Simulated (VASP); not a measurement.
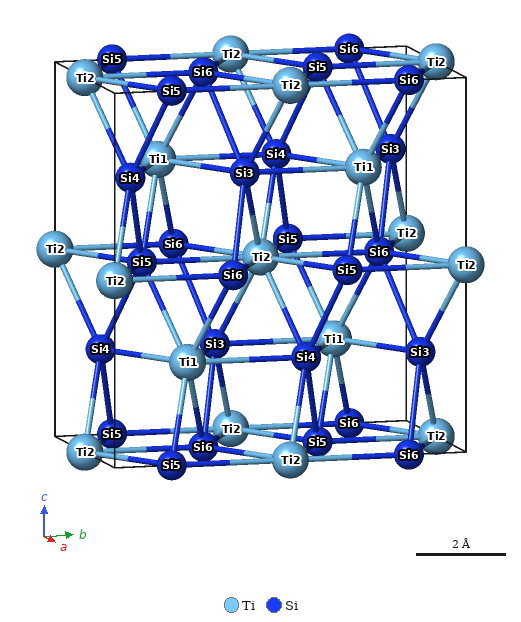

Fig. 1: The structure of run 1 (ball-and-stick view of the cell 4 times as large as that of the calculation, set on its symmetry axes, seen slightly off an axis; atoms are numbered from 1 in the order of the input).

## What a change does: geometry relaxation on TiSi2

System: TiSi2 (Fddd, 6 atoms in the cell).
Method of run 1: Kohn-Sham DFT of a periodic cell, PBE, VASP PAW PBE potentials, gw, no spin polarisation (VASP 6.6.1).

The structure derives from a Materials Project entry. 

## INCAR, run 1
```
SYSTEM = TiSi2
  PREC = Accurate
  ENCUT = 680
  EDIFF = 1E-6
  ISMEAR = -1
  SIGMA = 0.05
  LREAL = .FALSE.
  LASPH = .TRUE.
  NELM = 80
  ALGO = Normal
  ISIF = 3
  LWAVE = .FALSE.
  LCHARG = .FALSE.
  GGA = PE
  IBRION = 2
  NSW = 60
  EDIFFG = -0.01
```

## KPOINTS, run 1
```
regular mesh
0
G
  7 7 7
  0 0 0
```

## POSCAR, run 1
```
TiSi2
1.0
    0.0000000000      4.1175163063      4.2628978354
    2.3895119538      0.0000000000      4.2628978354
    2.3895119538      4.1175163063      0.0000000000
Ti Si
2 4
Direct
    0.7500000000      0.7500000000      0.7500000000
    0.5000000000      0.5000000000      0.5000000000
    0.4125656100      0.0874343900      0.4125656100
    0.0874343900      0.4125656100      0.0874343900
    0.1625656100      0.8374343900      0.1625656100
    0.8374343900      0.1625656100      0.8374343900
```

Launched with:
```bash
cat potpaw_PBE.64/Ti_sv_GW/POTCAR potpaw_PBE.64/Si_GW/POTCAR > POTCAR
mpirun -np 1 vasp_std > vasp.out
```

Hardware: 1 thread of Intel Xeon @ 2.90GHz (Ice Lake), 128 GiB of memory available, shared host.

## OSZICAR and lines of OUTCAR (run 1)
```
N       E                     dE             d eps       ncg     rms          rms(c)
DAV:   1     0.757591013108E+03    0.75759E+03   -0.20418E+04  3336   0.206E+03
DAV:   2     0.788146162881E+02   -0.67878E+03   -0.67070E+03  5456   0.120E+03
DAV:   3    -0.416113826401E+02   -0.12043E+03   -0.11919E+03  5720   0.451E+02
DAV:   4    -0.519614684320E+02   -0.10350E+02   -0.99101E+01  5416   0.110E+02
DAV:   5    -0.528539024491E+02   -0.89243E+00   -0.87913E+00  5536   0.392E+01    0.143E+01
DAV:   6    -0.459174760057E+02    0.69364E+01   -0.80777E+01  5240   0.103E+02    0.713E+00
DAV:   7    -0.451737793375E+02    0.74370E+00   -0.12190E+01  5640   0.641E+01    0.227E+00
[...]
DAV:   3    -0.451436396138E+02    0.26697E-05   -0.16272E-05  4128   0.666E-02    0.497E-03
DAV:   4    -0.451436394587E+02    0.15507E-06   -0.68905E-06  3936   0.273E-02
   4 F= -.45143639E+02 E0= -.45133468E+02  d E =-.725105E-02
       N       E                     dE             d eps       ncg     rms          rms(c)
DAV:   1    -0.451437721515E+02   -0.13254E-03   -0.77995E-03  5168   0.171E+00    0.738E-02
DAV:   2    -0.451437063136E+02    0.65838E-04   -0.59440E-04  5528   0.469E-01    0.373E-02
DAV:   3    -0.451436791768E+02    0.27137E-04   -0.64917E-05  5632   0.123E-01    0.123E-02
DAV:   4    -0.451436774270E+02    0.17498E-05   -0.14891E-05  5424   0.490E-02    0.242E-03
DAV:   5    -0.451436777487E+02   -0.32168E-06   -0.13578E-06  3072   0.185E-02
   5 F= -.45143678E+02 E0= -.45133561E+02  d E =-.382900E-04
[... from OUTCAR:]
  free energy    TOTEN  =       -45.14367775 eV
  energy without entropy =      -45.12344503  energy(sigma->0) =      -45.13356139
 E-fermi :   9.6799     XC(G=0): -11.6807     alpha+bet :-18.1757
  free  energy   TOTEN  =       -45.1436777487 eV
  energy  without entropy=      -45.1234450263  energy(sigma->0) =      -45.13356139
```

For run 2 the input was changed thus:
```diff
-  ENCUT = 680
+  ENCUT = 580
-  NELM = 80
-  ALGO = Normal
+  NELM = 100
+  ALGO = Fast
-  NSW = 60
+  NSW = 40
```

How does run 2 compare with run 1?

The free energy of run 2 is 769.0 meV per atom higher, which comes mainly from the change of cutoff or grids; a solver setting shouldn't move a converged energy. More plane waves can only lower the energy of a fixed Hamiltonian, so the higher cutoff gives the lower value. The SCF takes 42 iterations over all geometry steps against 44. On the same kind of shared host run 2 took about 0.35 times as long.

## OSZICAR and lines of OUTCAR (run 2)
```
N       E                     dE             d eps       ncg     rms          rms(c)
DAV:   1     0.117330814045E+03    0.11733E+03   -0.95881E+03  2048   0.144E+03
DAV:   2    -0.252007673468E+02   -0.14253E+03   -0.14091E+03  2064   0.261E+02
DAV:   3    -0.436616505929E+02   -0.18461E+02   -0.17958E+02  2944   0.833E+01
DAV:   4    -0.440642149807E+02   -0.40256E+00   -0.40210E+00  2688   0.137E+01
DAV:   5    -0.440687285118E+02   -0.45135E-02   -0.45125E-02  3016   0.157E+00    0.246E+01
RMM:   6    -0.404207143182E+02    0.36480E+01   -0.24942E+01  2058   0.392E+01    0.461E+00
RMM:   7    -0.406070433840E+02   -0.18633E+00   -0.44562E+00  2100   0.143E+01    0.574E+00
[...]
       N       E                     dE             d eps       ncg     rms          rms(c)
DAV:   1    -0.405298929847E+02    0.11334E-05   -0.56774E-05  2904   0.649E-02    0.813E-03
RMM:   2    -0.405298920668E+02    0.91789E-06   -0.52434E-07  1159   0.596E-03
   4 F= -.40529892E+02 E0= -.40519610E+02  d E =-.748934E-02
       N       E                     dE             d eps       ncg     rms          rms(c)
DAV:   1    -0.405299470385E+02   -0.54054E-04   -0.14025E-03  2544   0.228E-01    0.270E-02
RMM:   2    -0.405299388102E+02    0.82282E-05   -0.32750E-05  2048   0.471E-02    0.175E-02
RMM:   3    -0.405299349355E+02    0.38747E-05   -0.15228E-05  2055   0.292E-02    0.530E-03
RMM:   4    -0.405299351226E+02   -0.18714E-06   -0.35227E-06  1516   0.160E-02
   5 F= -.40529935E+02 E0= -.40519701E+02  d E =-.430558E-04
[... from OUTCAR:]
  free energy    TOTEN  =       -40.52993512 eV
  energy without entropy =      -40.50946627  energy(sigma->0) =      -40.51970069
 E-fermi :   7.8583     XC(G=0): -11.5068     alpha+bet :-15.7825
  free  energy   TOTEN  =       -40.5299351226 eV
  energy  without entropy=      -40.5094662657  energy(sigma->0) =      -40.51970069
```

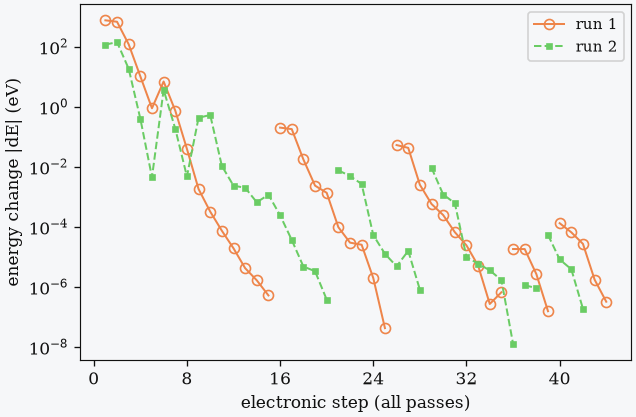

Fig. 2: Convergence of the two runs: energy change |dE| against the electronic step. A break in a curve parts two SCF passes. Run 1 takes 44 steps in all, and run 2 takes 42.

## The two runs side by side

| quantity | run 1 | run 2 |
| --- | --- | --- |
| outcome | converged | converged |
| free energy per atom (eV) | −7.5239 | −6.7550 |
| energy per atom, smearing taken to zero (eV) | −7.5223 | −6.7533 |
| gap on the mesh (eV) | 0.00 | 0.00 |
| pressure (GPa) | 0.04 | −0.02 |
| largest force (eV/Å) | 0.007 | 0.007 |
| SCF iterations | 44 | 42 |
| irreducible k-points | 64 | 64 |
